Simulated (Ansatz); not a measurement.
# Band-structure calculation, with input and output: Ti3C2

Ti3C2 (P6₃/mmc, 10 atoms in the cell), computed with DFT r2SCAN, scalar-relativistic, plane waves, PAW, no spin polarisation (Ansatz 0.2.0).

The structure derives from a Materials Project entry. Figures and captions count atoms from 1; the log counts them from 0 in places.

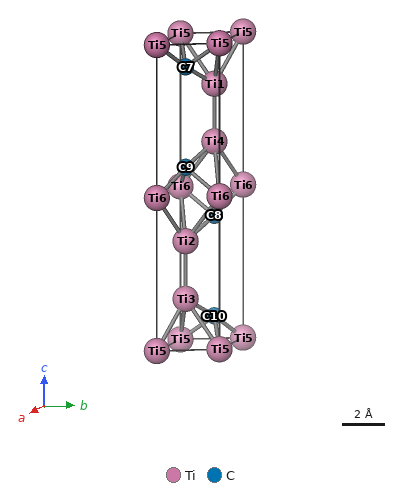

*The structure (ball-and-stick view of the cell of the calculation, seen slightly off an axis; atoms are numbered from 1 in the order of the input). An atom can appear more than once, as a periodic image.*

### Results in brief

| quantity | value |
| --- | --- |
| outcome | converged |
| space group (tolerance 0.01 Å) | P6₃/mmc (194) |
| electrons treated | 88 |
| free energy | −16041.1429 eV |
| Fermi energy | 13.748 eV |
| gap on the k-point mesh | none (metallic) |
| pressure | 0.00 GPa |
| largest force (length of the vector) | 0.002 eV/Å |
| hardware | 2 threads of Intel Xeon @ 2.50GHz (Skylake/Cascade Lake), 189 GiB of memory available, shared host |
| wall time | 4.2 min (CPU time 8.2 min) |
| peak memory | 1.3 GiB |

### Input file
```yaml
crystal:
  lattice:
    - [3.0640472894, 0.0, 0.0]
    - [-1.5320236447, 2.653542791, 0.0]
    - [0.0, 0.0, 15.1185180878]
  atoms:
    - { symbol: Ti, position: [0.3333333333, 0.6666666667, 0.8441961019] }
    - { symbol: Ti, position: [0.6666666667, 0.3333333333, 0.3441961019] }
    - { symbol: Ti, position: [0.6666666667, 0.3333333333, 0.1558038981] }
    - { symbol: Ti, position: [0.3333333333, 0.6666666667, 0.6558038981] }
    - { symbol: Ti, position: [0.0, 0.0, 0.0] }
    - { symbol: Ti, position: [0.0, 0.0, 0.5] }
    - { symbol: C, position: [0.6666666667, 0.3333333333, 0.914162628] }
    - { symbol: C, position: [0.3333333333, 0.6666666667, 0.414162628] }
    - { symbol: C, position: [0.6666666667, 0.3333333333, 0.585837372] }
    - { symbol: C, position: [0.3333333333, 0.6666666667, 0.085837372] }
basis:
  ecutwfc: 500
kpoints:
  mp_grid: { grid: [12, 12, 4] }
  band_path:
    path:
      - [[0.0, 0.0, 0.0], [0.5, 0.0, 0.0], [0.33333333, 0.33333333, 0.0], [0.0, 0.0, 0.0], [0.0, 0.0, 0.5], [0.5, 0.0, 0.5], [0.33333333, 0.33333333, 0.5], [0.0, 0.0, 0.5]]
      - [[0.5, 0.0, 0.5], [0.5, 0.0, 0.0]]
      - [[0.33333333, 0.33333333, 0.5], [0.33333333, 0.33333333, 0.0]]
    npoints: 14
hamiltonian:
  xc: r2scan
scf:
  occupations: { method: gaussian, width: 0.1 }
  n_extra_bands: 25
output:
  forces: true
  stress: true
  eigenvalues: true
  populations: true
  dos: { projected: true, de: 0.02, nscf_kmesh: { grid: [18, 18, 6] } }
  bader: true
  write_density: true
  write_potential: true
  elf: true
  volumetric_format: npy
```

Launch command:
```bash
ansatz run input.yaml --threads 2 --pin off --max-ram 5120MiB --backend cpu --events-out ev --progress --plain --runs-dir out
```

### Log
```
scf.n_extra_bands = 25 over 44 filled bands (N_el = 88.0): the run solves 69 bands
Engine: ansatz 0.2.0, x86_64-unknown-linux-gnu
Pseudopotentials: kind: paw
Pseudopotential: Ti, paw, valence charge 12, recommended cutoff 500 eV (meta_gga), Ti.paw.azcp
Pseudopotential: C, paw, valence charge 4, recommended cutoff 500 eV (meta_gga), C.paw.azcp
Functional definition: r2SCAN
  parameter k0 = 0.174
  parameter k1 = 0.065
  parameter a1 = 4.9479
  exchange = r2scan_x(k0 = k0, k1 = k1, a1 = a1)
  correlation = r2scan_c
Crystal: 10 atoms, lattice volume = 122.922 Å³
Basis set: ecut = 500 eV, 3151 PW (Γ), exchange–correlation on 96×96×480 points (64 copies of the dense FFT grid, shifted against one another)
Bands: 69, of which v1, the nominal top of the filled ones, is band 44 counted from 1 (43 counted from 0)
Symmetry: 24 space group operations
Space group: P63/mmc (ITA 194), of the structure as read, at distance tolerance 5.0e-5 Å
k-points: 57 of 576
Non-local potential: Ti, projectors of the file, l = 0: 3, l = 1: 2, l = 2: 3, l = 3: 1
Non-local potential: C, projectors of the file, l = 0: 2, l = 1: 2, l = 2: 1
PAW form: soft (Blöchl's): semilocal exchange-correlation on the pseudo side does not see the compensation charge
PAW frozen core: Ti, regenerated for the run's functional (the file was generated under x = pbe(κ = 0.804, μ = 0.2195149727645171), c = pbe(β = 0.06672455060314922))
PAW frozen core: C, regenerated for the run's functional (the file was generated under x = pbe(κ = 0.804, μ = 0.2195149727645171), c = pbe(β = 0.06672455060314922))
PAW one-centre angular grid: Ti, 590 points (default); XC on 160 Gauss nodes
PAW one-centre angular grid: C, 302 points (default); XC on 239 of its mesh's 2573 points in the sphere
Initial density: superposition of atomic densities (neutral atoms: chi_scale 0, normalization atom), corrected by the library's trained network
Initial wavefunctions: pseudopotential atomic-orbital guess
Functional: x = r2scan, c = r2scan; τ floored in thin density (d = 2e-4 eV/Å³)
SCF iter   1: F=—  HF=-16040.915669 eV  |F-HF|=—  |Δ(HF+E_count)|=         —  Δρ=1.75e-2  dr2=3.93e-1  dr2_τ=6.43e-1  ethr=1.77e-3  ⟨swp⟩=5.0  Hψ=15260  notcnv=0  defer=119
preconditioner: auto → Kerker (q_TF=auto, 2.580 Å⁻¹)  [metal: Δε(μ)=0.041 eV  Ē_g=7.915 eV  σ=0.100 eV  W_gap=0.23  n_scr=42 (ndim 8)  ℏωp=21.2 eV  f_vac=0.000  D(μ)=2.20/eV (n_scr^D=8)]
SCF iter   2: F=—  HF=-16041.128971 eV  |F-HF|=—  |Δ(HF+E_count)|=   2.13e-1  Δρ=6.23e-3  dr2=3.63e-2  dr2_τ=6.72e-3  ethr=4.46e-4  ⟨swp⟩=3.0  Hψ=7450  notcnv=0  defer=1004
SCF iter   3: F=—  HF=-16041.137544 eV  |F-HF|=—  |Δ(HF+E_count)|=   8.57e-3  Δρ=3.62e-3  dr2=1.25e-2  dr2_τ=6.40e-4  ethr=4.12e-5  ⟨swp⟩=2.0  Hψ=3501  notcnv=0  defer=1004
SCF iter   4: F=—  HF=-16041.143563 eV  |F-HF|=—  |Δ(HF+E_count)|=   6.02e-3  Δρ=2.00e-3  dr2=1.07e-2  dr2_τ=5.26e-4  ethr=1.42e-5  ⟨swp⟩=2.0  Hψ=4171  notcnv=0  defer=1004
SCF iter   5: F=—  HF=-16041.142956 eV  |F-HF|=—  |Δ(HF+E_count)|=   6.08e-4  Δρ=5.44e-4  dr2=4.64e-4  dr2_τ=1.16e-5  ethr=1.21e-5  ⟨swp⟩=2.0  Hψ=3530  notcnv=0  defer=1004
SCF iter   6: F=—  HF=-16041.143025 eV  |F-HF|=—  |Δ(HF+E_count)|=   6.98e-5  Δρ=1.68e-4  dr2=9.10e-5  dr2_τ=4.83e-6  ethr=5.28e-7  ⟨swp⟩=2.0  Hψ=4045  notcnv=0  defer=1004
SCF iter   7: F=—  HF=-16041.142933 eV  |F-HF|=—  |Δ(HF+E_count)|=   9.22e-5  Δρ=7.42e-5  dr2=2.38e-5  dr2_τ=2.69e-7  ethr=1.03e-7  ⟨swp⟩=1.0  Hψ=3933  notcnv=0  defer=1004
SCF iter   8: F=—  HF=-16041.142933 eV  |F-HF|=—  |Δ(HF+E_count)|=   2.96e-9  Δρ=1.62e-5  dr2=1.01e-6  dr2_τ=1.99e-8  ethr=2.70e-8  ⟨swp⟩=2.0  Hψ=3773  notcnv=0  defer=1004
SCF iter   9: F=—  HF=-16041.142933 eV  |F-HF|=—  |Δ(HF+E_count)|=   2.92e-8  Δρ=6.00e-6  dr2=1.02e-7  dr2_τ=2.65e-9  ethr=1.15e-9  ⟨swp⟩=2.0  Hψ=3834  notcnv=0  defer=1004
SCF iter  10: F=-16041.142933 eV  HF=-16041.142933 eV  |F-HF|=2.87e-9  |Δ(HF+E_count)|=   9.65e-9  Δρ=1.38e-6  dr2=4.84e-9  dr2_τ=1.02e-10  ethr=1.14e-10  ⟨swp⟩=12.5  Hψ=22994  notcnv=0
SCF 1 converged in 10 iterations: F = -16041.142933 eV  dr2 = 4.84e-9
  greatest PAW one-centre occupation: 1.001 electrons in one spin orbital (limit 2), on the Ti atom at site 4 (counted from 0), in its partial waves of l = 1
```

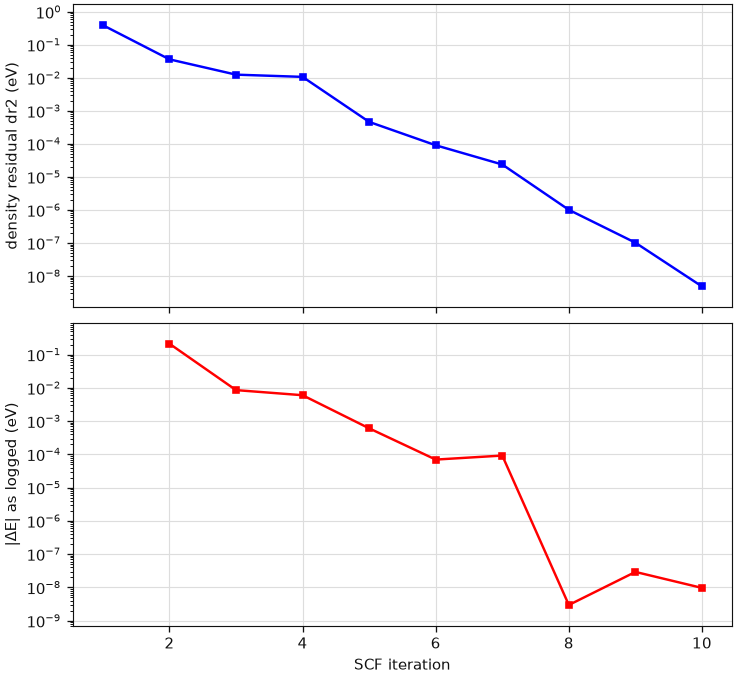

*Convergence of the self-consistent field: density residual dr2 and size of the energy change against the SCF iteration.*

The residual falls at every step.

```
NSCF: frozen V_eff on 129 k-points
NSCF: frozen V_eff on 148 k-points
SCF converged after 10 iterations
Free energy (F): -16041.142933 eV
Harris-Foulkes:  -16041.142933 eV  (|F-HF|=2.87e-9)
Internal energy: -16041.131224 eV  (E = F + TS)
E sigma→0 (E₀):  -16041.137079 eV
Entropy (-TS):   -0.011709 eV (-1.171 meV/atom)
Fermi energy:    13.748425 eV
--- Per-component energies (eV) ---
  E_band       = -939.032384
  E_kinetic    = 2000.734144
  E_local      = -5726.852880  (includes V_loc(G=0)·N_el)
  E_nonlocal   = 140.947866
  E_hartree    = 2373.938410
  E_xc         = -755.140589
  E_vxc        = -1069.158173  (∫ρ·V_xc dr)
  E_paw        = -6739.628084  (= ΣΔE_a)
  E_vpaw       = -1101.112606  (= ΣTr[D̂ρ^β])
  E_aug_tail   = 0.000563  (compensation charges beyond the density's cutoff)
  E_vtau       = 68.529463  (kinetic-family band-sum trace: ∫τ·v_τ [+ j·A + Jᵃ·Aᵃ] dr)
  E_ewald      = -7333.510816
  E_core_change = -1.619838  (= ΣΔE_core)
  E_smearing   = -0.011709  (= −TS)
  E_closure    = 0.000000  (closes the sum)
  Σ components = -16041.142933   (vs F -16041.142933, Δ=0.00e0)
--- Forces (eV/Å), atoms counted from 1 ---
  atom   1  Ti     0.00000000    -0.00000000     0.00063142
  atom   2  Ti     0.00000000     0.00000000     0.00063142
  atom   3  Ti     0.00000000     0.00000000    -0.00063142
  atom   4  Ti     0.00000000    -0.00000000    -0.00063142
  atom   5  Ti     0.00000000    -0.00000000     0.00000000
  atom   6  Ti    -0.00000000     0.00000000     0.00000000
  atom   7  C      0.00000000     0.00000000    -0.00161360
  atom   8  C     -0.00000000    -0.00000000    -0.00161360
  atom   9  C     -0.00000000     0.00000000     0.00161360
  atom  10  C     -0.00000000    -0.00000000     0.00161360
  max |Σ_I F_I| component: 1.02e-16 eV/Å
--- Stress (GPa, compression-positive) ---
       -0.011947      -0.000000       0.000000
        0.000000      -0.011947       0.000000
        0.000000       0.000000       0.021179
  P = ⅓ Tr σ = -0.0009 GPa (-0.009 kbar)
--- Band table (eV; the first three rows and the last of 57) ---
  k-point 0: bands = ["-45.7306", "-45.7208", "-45.7059", "-45.6945", "-45.5429", "-45.5412", "-21.2940", "-21.1613", "-21.1520", "-20.9468", "-20.7279", "-20.7214", "-20.7214", "-20.7167", "-20.7167", "-20.7027", "-20.7027", "-20.6974", "-20.6974", "-20.6550", "-20.5562", "-20.5562", "-20.5556", "-20.5556", "0.6837", "0.7581", "2.1295", "2.2653", "7.3802", "7.8269", "9.5931", "10.4109", "10.4109", "10.4531", "10.4531", "10.6387", "11.3198", "11.5926", "11.5926", "11.6857", "11.6857", "11.8695", "14.0191", "14.1519", "14.1519", "14.2890", "14.2890", "14.2928", "15.0782", "15.0782", "15.1021", "15.1021", "15.3361", "15.3361", "15.5601", "15.5601", "16.2214", "16.2214", "16.5322", "16.5322", "17.2273", "17.2912", "17.6638", "17.9008", "18.6907", "18.6907", "19.0267", "19.0267", "20.7106"]
  k-point 1: bands = ["-45.7296", "-45.7230", "-45.7035", "-45.6958", "-45.5426", "-45.5414", "-21.2846", "-21.2134", "-21.0917", "-20.9706", "-20.7209", "-20.7209", "-20.7176", "-20.7176", "-20.7134", "-20.7017", "-20.7017", "-20.6980", "-20.6980", "-20.6632", "-20.5561", "-20.5561", "-20.5557", "-20.5557", "0.6939", "0.7465", "2.1499", "2.2459", "7.4343", "7.7454", "9.7287", "10.4168", "10.4168", "10.4277", "10.4466", "10.4466", "11.4712", "11.6063", "11.6063", "11.6722", "11.6722", "11.8241", "14.0567", "14.1685", "14.1685", "14.2503", "14.2643", "14.2643", "15.1111", "15.1111", "15.1178", "15.1178", "15.3342", "15.3342", "15.4961", "15.4961", "16.2812", "16.2812", "16.4954", "16.4954", "17.2314", "17.2747", "17.7043", "17.8697", "18.7380", "18.7380", "18.9747", "18.9747", "20.7861"]
  k-point 2: bands = ["-45.7267", "-45.7267", "-45.6992", "-45.6992", "-45.5420", "-45.5420", "-21.2571", "-21.2571", "-21.0260", "-21.0260", "-20.7194", "-20.7194", "-20.7194", "-20.7194", "-20.6997", "-20.6997", "-20.6997", "-20.6997", "-20.6855", "-20.6855", "-20.5559", "-20.5559", "-20.5559", "-20.5559", "0.7195", "0.7195", "2.1984", "2.1984", "7.5770", "7.5770", "10.0540", "10.0540", "10.4314", "10.4314", "10.4314", "10.4314", "11.6394", "11.6394", "11.6394", "11.6394", "11.6861", "11.6861", "14.1511", "14.1511", "14.2126", "14.2126", "14.2126", "14.2126", "15.1408", "15.1408", "15.1408", "15.1408", "15.3813", "15.3813", "15.3813", "15.3813", "16.3984", "16.3984", "16.3984", "16.3984", "17.2474", "17.2474", "17.7912", "17.7912", "18.8541", "18.8541", "18.8541", "18.8541", "20.9617"]
  k-point 56: bands = ["-45.6649", "-45.6649", "-45.6397", "-45.6397", "-45.4975", "-45.4975", "-21.1203", "-21.1203", "-21.0356", "-21.0356", "-21.0347", "-21.0347", "-20.9937", "-20.9937", "-20.9456", "-20.9456", "-20.9362", "-20.9362", "-20.7658", "-20.7658", "-20.7316", "-20.7316", "-20.6920", "-20.6920", "2.9795", "2.9795", "2.9868", "2.9868", "8.6857", "8.6857", "9.4446", "9.4446", "9.5737", "9.5737", "9.8148", "9.8148", "10.4832", "10.4832", "10.6813", "10.6813", "12.6184", "12.6184", "13.1821", "13.1821", "14.2535", "14.2535", "14.4955", "14.4955", "15.0397", "15.0397", "15.9827", "15.9827", "16.3617", "16.3617", "16.7167", "16.7167", "16.7979", "16.7979", "16.9265", "16.9265", "17.9417", "17.9417", "18.5663", "18.5663", "18.6922", "18.6922", "19.3549", "19.3549", "19.4920"]
--- Löwdin populations: 10 sites ---
  site symbol       q [e]
     0     Ti     11.3958
     1     Ti     11.3958
     2     Ti     11.3958
     3     Ti     11.3958
     4     Ti     11.1718
     5     Ti     11.1718
     6      C      4.8815
     7      C      4.8815
     8      C      4.8815
     9      C      4.8815
  spilling = 0.006218 (of n_electrons = 88.000000)
--- Bader charges: 10 sites ---
  site symbol  charge [e]  shift [e]
     0     Ti      1.1477     0.0001
     1     Ti      1.1477     0.0001
     2     Ti      1.1477     0.0001
     3     Ti      1.1476     0.0001
     4     Ti      1.7327     0.0010
     5     Ti      1.7327     0.0010
     6      C     -2.0140     0.0003
     7      C     -2.0140     0.0003
     8      C     -2.0140     0.0003
     9      C     -2.0140     0.0003
  estimated error of the sums over rays = 6.0e-4 e
```

### File bader_charges.tsv
```
# site	symbol	x_ang	y_ang	z_ang	partial_charge_e	electrons	volume_ang3	relative_density_drop	shared_charge_e	partial_wave_shift_e
# quadrature_error_electrons = 6.0e-4
0	Ti	0.0000	1.7690	12.7630	1.14767	20.85233	13.49	-	1.14767	0.00014
1	Ti	1.5320	0.8845	5.2037	1.14765	20.85235	13.49	-	1.14765	0.00014
2	Ti	1.5320	0.8845	2.3555	1.14765	20.85235	13.49	-	1.14765	0.00014
3	Ti	0.0000	1.7690	9.9148	1.14765	20.85235	13.49	-	1.14765	0.00014
4	Ti	0.0000	0.0000	0.0000	1.73270	20.26730	7.99	-	1.73270	0.00097
5	Ti	0.0000	0.0000	7.5593	1.73271	20.26729	7.98	-	1.73271	0.00097
6	C	1.5320	0.8845	13.8208	-2.01400	8.01400	13.25	-	-2.01400	0.00034
7	C	0.0000	1.7690	6.2615	-2.01398	8.01398	13.25	-	-2.01398	0.00034
8	C	1.5320	0.8845	8.8570	-2.01403	8.01403	13.25	-	-2.01403	0.00034
9	C	0.0000	1.7690	1.2977	-2.01404	8.01404	13.25	-	-2.01404	0.00034
```

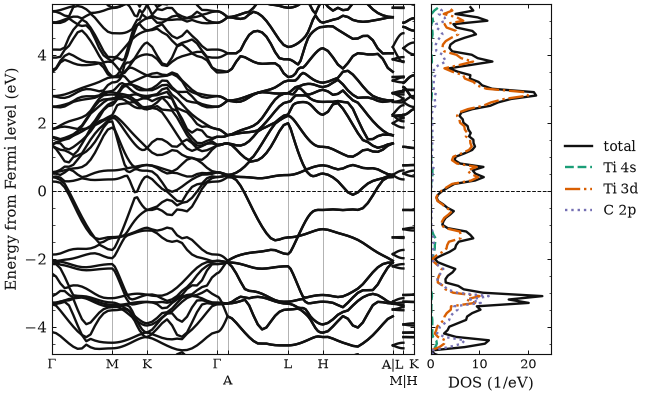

*Band structure along Γ–M–K–Γ–A–L–H–A|L–M|H–K and density of states (projected on Löwdin-orthogonalised atomic shells), with energies from the Fermi level.*

Bands cross the Fermi level: a metal at this level of theory.

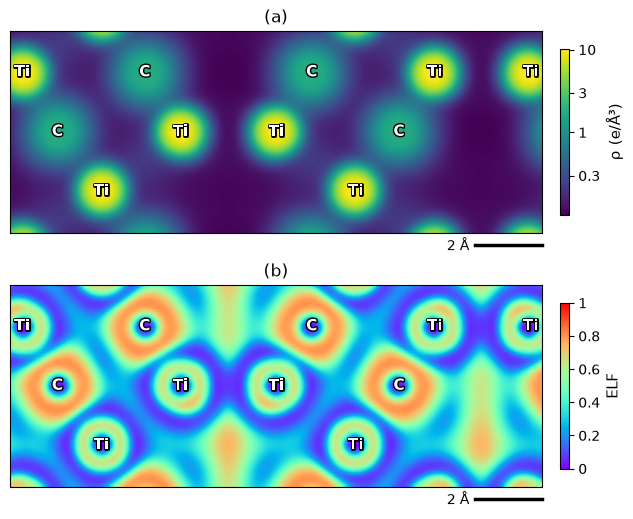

*(a) valence charge density (pseudo); (b) ELF on the (110) plane of the conventional cell.*

Atoms in the plane: Ti and C. Ti–C (2.06 Å): the density is about 0.64 e/Å³ at the midpoint; the ELF is about 0.30 at the midpoint (a polar contact without a shared pair, in a metal). Ti–Ti (2.85 Å): ρ is about 0.12 e/Å³ halfway; the ELF is about 0.05 at the midpoint; no shared electron pair. Ti–C (2.19 Å): ρ at the midpoint is about 0.47 e/Å³; the ELF is about 0.25 at the midpoint; no shared pair; the contact is polar. Ti–Ti (2.95 Å): ρ is about 0.22 e/Å³ halfway; the ELF is about 0.20 at the midpoint (no shared electron pair). Away from the nuclei the density in this plane falls to 0.1 e/Å³ at its lowest.The strong features right at Ti lie inside the PAW spheres (semicore, d or f shells) and say nothing about bonding. Core electrons are frozen (PAW), so the fields are smoothed inside the atomic spheres.

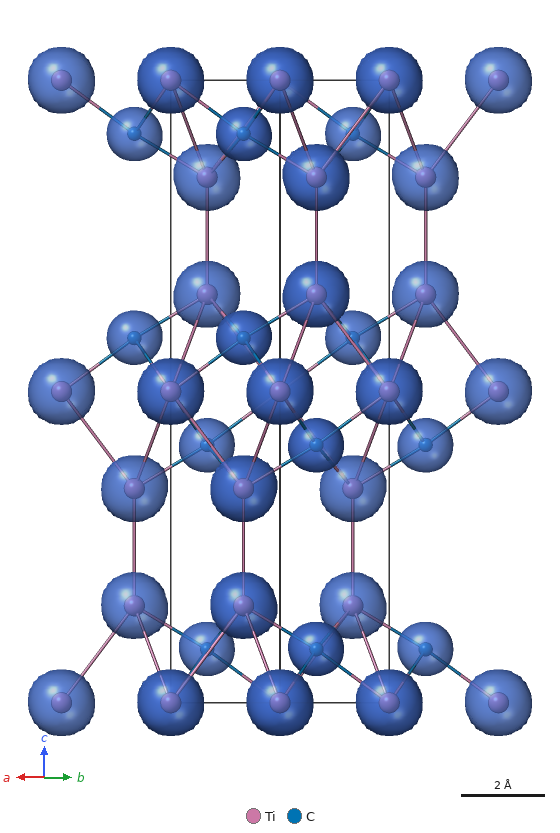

*Isosurface of the valence pseudo-density at 1 e/Å³ (blue), seen along [110]. Sticks mark near contacts. The outline is the cell set on symmetry axes.*

At this value the density breaks into separate islands; it holds about 65 % of the electrons treated as valence (semicore included). It is pinched off along the Ti–C (2.06 Å), Ti–Ti (2.85 Å), Ti–C (2.19 Å) and Ti–Ti (2.95 Å) contacts. On the grid the lowest density along these lines, outside the cores, is 0.64 e/Å³ (Ti–C, 2.06 Å), 0.12 e/Å³ (Ti–Ti, 2.85 Å), 0.47 e/Å³ (Ti–C, 2.19 Å) and 0.22 e/Å³ (Ti–Ti, 2.95 Å).
